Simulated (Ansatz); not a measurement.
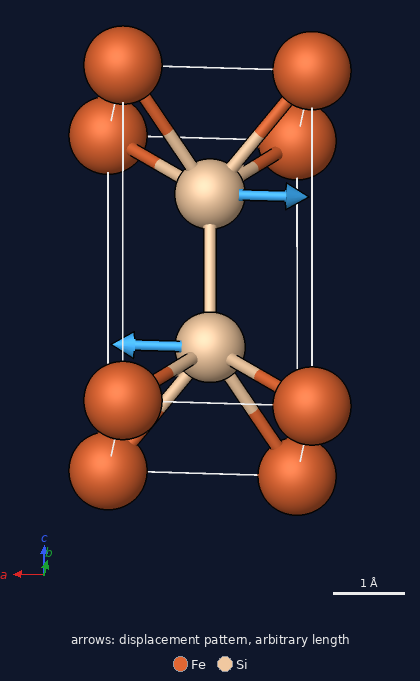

The lowest optical mode of crystalline FeSi₂, space group P4/mmm (No. 123), at the zone centre. The blue arrows give the relative displacements of the atoms. The picture is a ball-and-stick view of the cell of the calculation, seen from a free direction.

The calculation used Ansatz, DFT PBEsol, scalar-relativistic, plane waves, PAW. Settings: plane-wave cutoff 420 eV; k-point mesh 16 × 16 × 8; occupations fermi dirac; smearing width 0.15 eV; no spin polarisation.

The frequencies depend somewhat on the k-mesh and the smearing.

Q: Is this crystal at a minimum with respect to the drawn distortion?

A: Yes: this softest mode has a real frequency, and so have all others here. That speaks for this wave vector alone: the rest of the zone wasn't checked in this run. This is the E_g mode (doubly degenerate; one member of the set is drawn) at 229 cm⁻¹, the lowest optical level, Raman-active by symmetry. The Fe atoms stay at rest; all motion is along a; atoms of one kind move against one another, with no net shift of their sublattice.

Limits of the set-up: an element that often carries a moment was run without spin polarisation.
